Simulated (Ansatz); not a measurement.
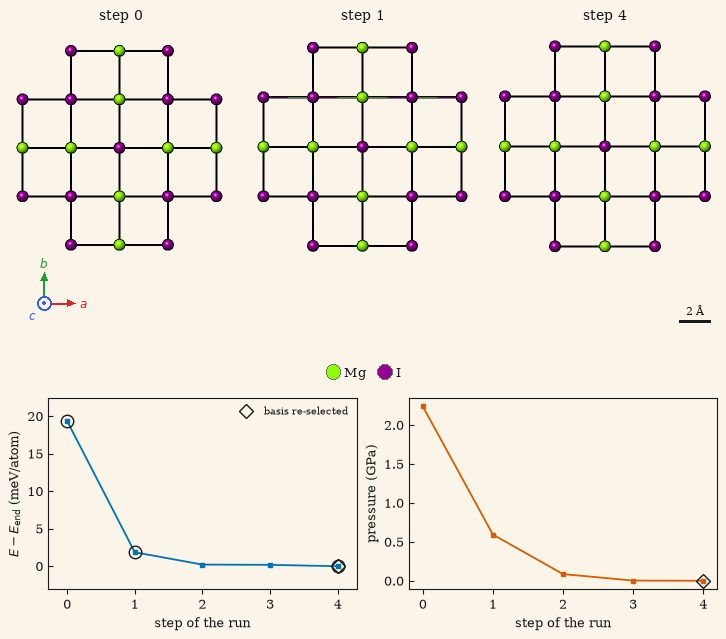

Frames of a relaxation of crystalline MgI (built on the rock salt_225 type), marked on the history of the run. A ball-and-stick model of the conventional cell (4 times the calculation's cell), seen along the c axis. Lengths and directions refer to the drawn axes.

Case: rock salt type (Fm-3m, No. 225).

The calculation used Ansatz 0.2.0, DFT PBE, scalar-relativistic, plane waves, PAW. Set-up: plane-wave cutoff 420 eV; k-point mesh 16 × 16 × 16; occupations gaussian; smearing width 0.1 eV; no spin polarisation; cell and atoms relaxed; force threshold 0.01 eV/Å; at most 80 steps.

### What happens along the run?

The atoms keep their places relative to the cell (all moves are under 0.005 Å). The volume changes by +9.7 %, with a = b = c 6.286 → 6.484 Å (+3.1 %). Near-neighbour distances that change, for instance: I–Mg 3.143 → 3.242 Å. The space group stays Fm-3m (No. 225). Over 3 accepted moves (4 points after the start) the energy falls by 19.4 meV per atom. All forces vanish by symmetry, so only the cell relaxes. Pressure: 2.24 GPa at the start and 0.00 GPa at the end. The SCF was repeated once at an unchanged geometry on a basis and grid sized afresh for the cell, which shifted the energy by 0.2 meV per atom at most. From step 0 to 1: volume +6.7 %, energy −17.5 meV per atom. From step 1 to 4: volume +2.9 %, energy −1.9 meV per atom.

```tsv
step	E − E(0), meV/atom	pressure, GPa	volume, Å³/atom	note
0	0.00	2.24	31.052	
1	-17.50	0.59	33.118	
2	-19.15	0.09	33.934	
3	-19.18	0.00	34.078	
4	-19.37	0.00	34.078	same geometry, new basis
```
